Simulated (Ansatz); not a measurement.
Au

Input

```
crystal:
  lattice:
    - [-4.3376756257, -4.4718973748, 0.1503375305]
    - [-4.161630585, -0.0257075102, -3.6959444846]
    - [0.0149633759, -4.3365232202, -3.7366153708]
  atoms:
    - { symbol: Au, position: [0.5080377254, 0.4904736466, 0.5051028028] }
    - { symbol: Au, position: [0.0082356317, 0.4976816321, 0.4999704149] }
    - { symbol: Au, position: [0.5006032448, 0.0076139117, 0.4909931258] }
    - { symbol: Au, position: [-0.0069331917, 4.04451e-05, 0.5052379817] }
    - { symbol: Au, position: [0.4964654609, 0.4990035923, 0.0047050461] }
    - { symbol: Au, position: [0.0036555508, 0.4933093678, 0.008304532] }
    - { symbol: Au, position: [0.4864427287, 0.0107927122, -0.0072236443] }
    - { symbol: Au, position: [0.0034928493, 0.0010846921, -0.007090259] }
basis:
  ecutwfc: 420
kpoints:
  mp_grid: { grid: [10, 10, 10] }
hamiltonian:
  xc: lda
scf:
  occupations: { method: gaussian, width: 0.15 }
output:
  forces: true
  stress: true
  eigenvalues: true
  write_density: true
  write_potential: true
  elf: true
  volumetric_format: npy
```

Launched as:

```sh
ansatz run input.yaml --threads 2 --pin off --max-ram 5120MiB --backend cpu --events-out ev --progress --plain --runs-dir out
```

Below, planes, directions and counts refer to the conventional cell (a = 5.57 Å, b = 5.72 Å, c = 5.84 Å, α = 114.77°, β = 96.63°, γ = 115.78°).

Space group P1; changed on purpose from its base cell (all atoms moved at random (sigma 0.03 A a component), cell strained at random (sigma 0.05)); not relaxed (largest force 0.5 eV/Å); computed pressure about −9 GPa in this cell.

Computed with DFT LDA, scalar-relativistic, plane waves, PAW (Ansatz).

**Predict the valence pseudo-density and electron localisation function between the atoms.**

Au–Au (2.75 Å): ρ is about 0.35 e/Å³ halfway; the ELF is about 0.25 at the midpoint: no localised pair shows between them.
Au–Au (2.76 Å): the density is about 0.34 e/Å³ at the midpoint; the ELF is about 0.25 at the midpoint (no shared electron pair shows on this line).
Au–Au (2.82 Å): ρ is about 0.3 e/Å³ halfway; the ELF is about 0.25 at the midpoint; no shared electron pair shows on this line.
Au–Au (2.87 Å): ρ at the midpoint is about 0.3 e/Å³; the ELF is about 0.20 at the midpoint (no shared electron pair shows on this line).

**Does the calculation give a band gap?**

It is gapless in this calculation (a metal or semimetal).

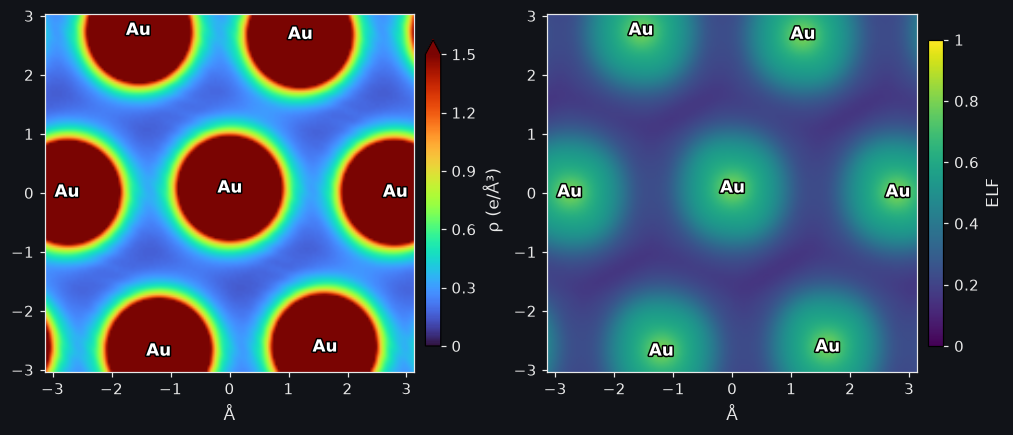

Computed valence pseudo-density and electron localisation function on the (011̄) plane of the conventional cell, in this order. 

In a PAW calculation such maps are meaningful between the atoms, not at the nuclei.
